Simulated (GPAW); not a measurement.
```yaml
crystal:
  lattice:
    - [3.94945, 0.00000, 0.00000]
    - [0.00000, 3.94945, 0.00000]
    - [0.00000, 0.00000, 6.02812]
  atoms:
    - { symbol: O, position: [0.33480, 0.25000, 0.62500] }
    - { symbol: O, position: [0.83480, 0.75000, 0.12500] }
    - { symbol: O, position: [0.16520, 0.25000, 0.12500] }
    - { symbol: O, position: [0.66520, 0.75000, 0.62500] }
    - { symbol: O, position: [0.25000, 0.66520, 0.37500] }
    - { symbol: O, position: [0.75000, 0.16520, 0.87500] }
    - { symbol: O, position: [0.75000, 0.33480, 0.37500] }
    - { symbol: O, position: [0.25000, 0.83480, 0.87500] }
    - { symbol: C, position: [0.00000, 0.00000, 0.00000] }
    - { symbol: C, position: [0.50000, 0.50000, 0.50000] }
    - { symbol: C, position: [0.00000, 0.50000, 0.25000] }
    - { symbol: C, position: [0.50000, 0.00000, 0.75000] }
```

Space group I-42d; a structure from a database of computed crystals, not necessarily the ambient phase; computed pressure about −6 GPa in this cell.

The calculation used Kohn-Sham DFT of a periodic cell, PBEsol, PAW data sets made by gpaw-setup for the functional in GPAW.

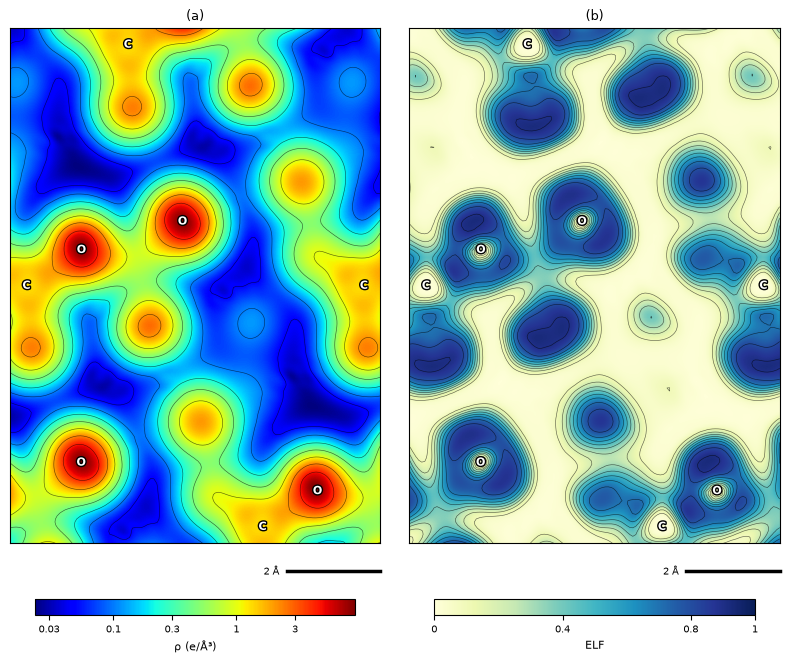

CO$_{2}$. (a) valence charge density (pseudo); (b) ELF on the (111) plane of the conventional cell.

Q: Read the bonding off the picture.

A: The section cuts through O and C sites. Atoms just off the plane (O, 0.5 Å away and C, 0.6 Å away) can leave unmarked features too. C–O (1.40 Å): ρ is about 2.1 e/Å³ halfway; the ELF peaks at about 0.85 between the atoms: a shared but strongly polarised pair. Between the atoms the lowest density in this plane is 0.02 e/Å³. The ELF also peaks beside O, away from the bonds: lone-pair regions.
